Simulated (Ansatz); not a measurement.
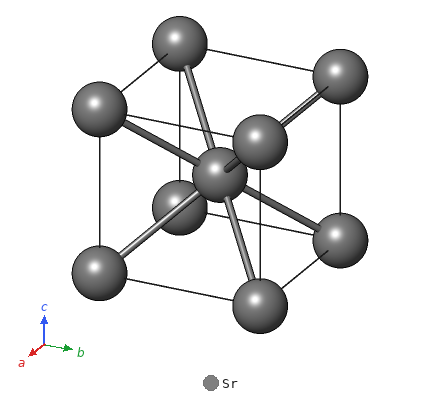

Sr (Im-3m, No. 229): the input geometry of a calculation; the starting structure was generated, so it need not be a known form of this composition.

```cif
data_structure
_symmetry_space_group_name_H-M 'P 1'
_symmetry_Int_Tables_number 1
_cell_length_a 4.6823
_cell_length_b 4.6823
_cell_length_c 4.6823
_cell_angle_alpha 90.000
_cell_angle_beta 90.000
_cell_angle_gamma 90.000
_cell_volume 102.66
loop_
_atom_site_label
_atom_site_type_symbol
_atom_site_fract_x
_atom_site_fract_y
_atom_site_fract_z
_atom_site_occupancy
Sr1 Sr 0.00000 0.00000 0.00000 1
Sr2 Sr 0.50000 0.50000 0.50000 1
```

### What will a HAADF-like image along [211] show? The image is simulated as a sum over atoms of Z^1.6, blurred by a 0.97 Å probe (no channelling). The probe carries 15 % of its weight in a tail 2.5 times as wide. The speckle of an amorphous layer was added.

The columns repeat on a rectangular net of 1.35 × 3.31 Å (plane group p2mm). All columns are alike (Sr). The shortest distance between visible columns is 1.35 Å in projection. Along the beam the structure repeats every 11.47 Å.

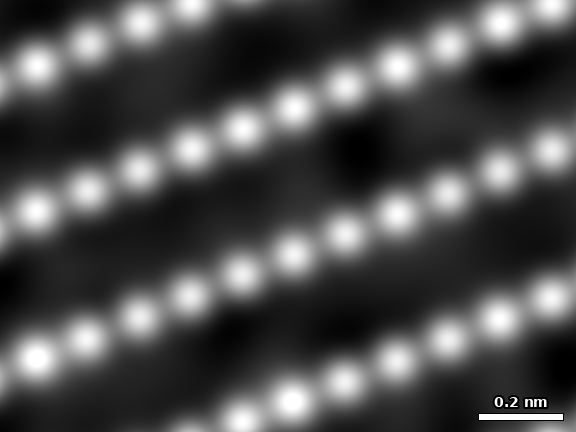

The simulated image.
